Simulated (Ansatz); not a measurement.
Given this structure, the end point of a relaxation with DFT, PBEsol, plane waves (420 eV) with PAW, scalar-relativistic (Ansatz 0.2.0); the starting structure was generated, so it need not be a known form of this composition, written in its standard cell:

```
Ir
1.0
     2.54259    0.00000    0.00000
     0.00000    2.54259    0.00000
     0.00000    0.00000    2.54259
Ir
1
Cartesian
  0.0000 0.0000 0.0000
```

> Predict the [110] zone-axis pattern (200 kV, kinematic, B = 1 Å²).

The spots form a rectangular net whose two shortest vectors correspond to d = 2.54 Å and 1.80 Å, 90.0° apart. They are 0 0 1 and 1 -1 0. The pattern has symmetry 2mm. No reflection of this zone is absent.

Strongest reflections with d > 0.80 Å, one of each family (|F|² from tabulated Gaussian fits of the electron scattering factors, times a small damping for the curvature of the Ewald sphere):

| hkl | d (Å) | I (strongest = 100) |
| --- | --- | --- |
| 0 0 1 | 2.543 | 100 |
| 1 -1 0 | 1.798 | 54 |
| 1 -1 1 | 1.468 | 34 |
| 0 0 2 | 1.271 | 24 |
| 1 -1 2 | 1.038 | 13 |
| 2 -2 0 | 0.899 | 8 |

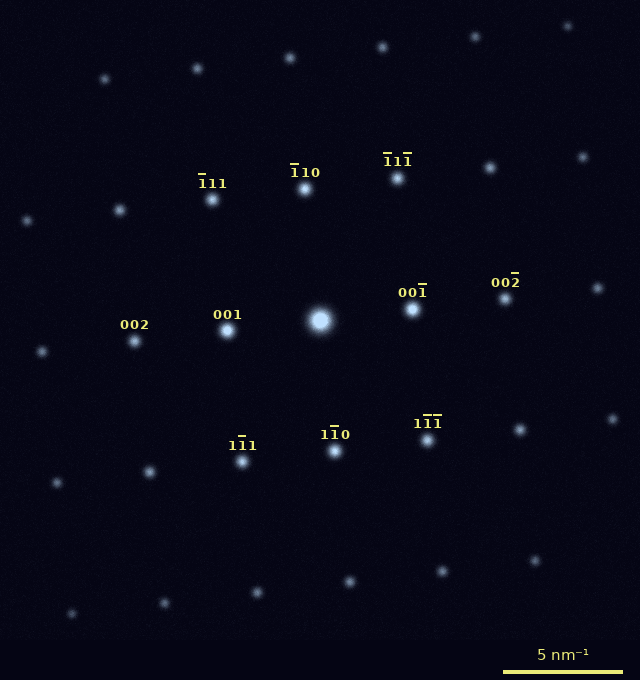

Calculated pattern, seen from the source side with [110] pointing towards the source.
